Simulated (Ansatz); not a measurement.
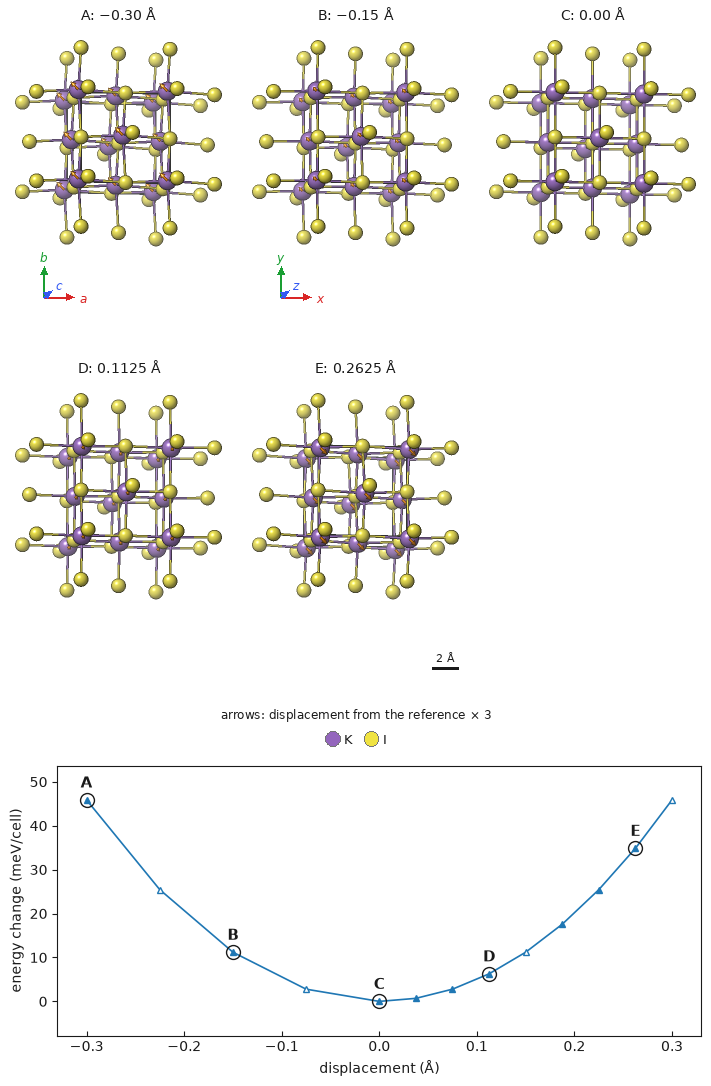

Crystalline KI (Fm-3m): the whole K sublattice is shifted rigidly, along Cartesian [1 -1 0], all else fixed. The lettered frames are marked on the plot. Hollow markers are points alike by symmetry, not computed again. The picture is a ball-and-stick view of the conventional cell (4 times the calculation's cell), seen along the c axis, with a slight tilt. Orange arrows: displacements from the reference. Lengths and directions refer to the drawn axes.

Method: DFT PBEsol, scalar-relativistic, plane waves, PAW in Ansatz. Settings: plane-wave cutoff 420 eV; k-point mesh 6 × 6 × 6; occupations gaussian; smearing width 0.05 eV; no spin polarisation. Energies (free energies at the smearing named) are counted from the cell as listed in its source, which wasn't relaxed.

Question: Read off the main features of the energy profile.

Answer: The lowest computed point lies at the displacement 0.00 Å (0.0 meV/cell). The end points stand at 45.9 meV/cell (−0.30 Å) and 45.9 meV/cell (0.30 Å). The curvature at zero is about 0.99 eV/Å² per cell. The well is symmetric. At the highest point the shortest interatomic distance is 3.32 Å, against 3.52 Å in the reference. The distortion takes the space group from Fm-3m to Imm2.

The computed points:

| displacement (Å) | energy change (meV/cell) |
| --- | --- |
| −0.3000 | 45.9 |
| −0.2250 | 25.4 |
| −0.1500 | 11.2 |
| −0.0750 | 2.8 |
| 0.0000 | 0.0 |
| 0.0375 | 0.7 |
| 0.0750 | 2.8 |
| 0.1125 | 6.3 |
| 0.1500 | 11.2 |
| 0.1875 | 17.6 |
| 0.2250 | 25.4 |
| 0.2625 | 34.9 |
| 0.3000 | 45.9 |

Points that are alike by symmetry were computed once.
